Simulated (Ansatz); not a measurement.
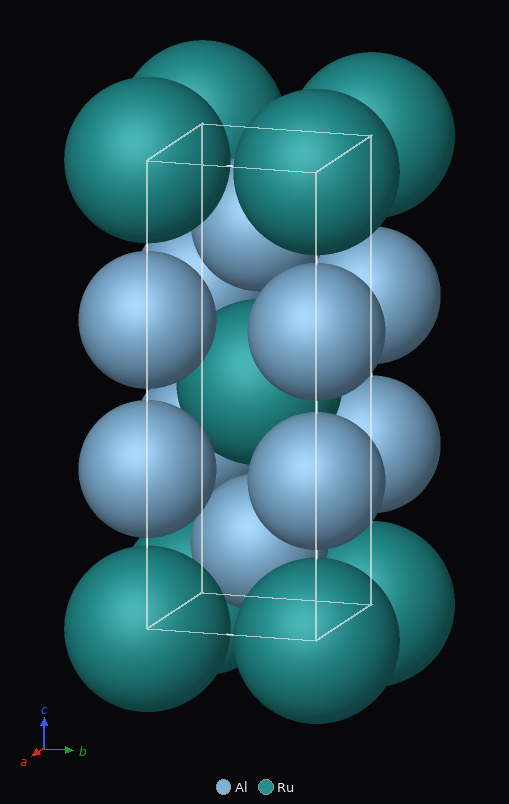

Space-filling drawing of the structure, looking slightly off an axis. The parallelepiped is the conventional unit cell. Cell: a = 3.12 Å, b = 3.12 Å, c = 8.42 Å, α = 90.00°, β = 90.00°, γ = 90.00°.

Starting structure: a structure listed in the Materials Project. Earlier steps of the study may have refined or changed the cell and positions. It was run through Ansatz as a DFT input.

Q: What structure is drawn here?

A: It has the composition Al2Ru. The symmetry is that of I4/mmm (No. 139), on a body-centred tetragonal lattice. Content of the cell: 4 Al, 2 Ru (Z = 2).

Level of theory and settings: Ansatz, DFT PBEsol, scalar-relativistic, plane waves, PAW, plane-wave cutoff 420 eV, k-points about 0.16 Å⁻¹ apart, Gaussian smearing of 0.1 eV, no spin polarisation.

Q: What is the band gap, if any?

A: A metal: bands cross the Fermi level.

Q: What charge does Bader's analysis assign to each element?

A: Al +1.47 e; Ru -2.94 e.

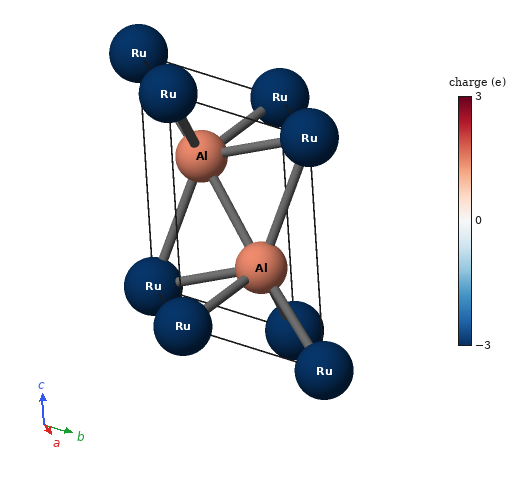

The atoms coloured by those charges. The run's cell of 3 atoms is drawn in a reduced setting, so axes and origin can differ from the first picture.

Q: Can this geometry be taken as optimised?

A: Yes. All forces vanish to within 0.01 eV/Å. The pressure is 0.0 GPa, close to zero.
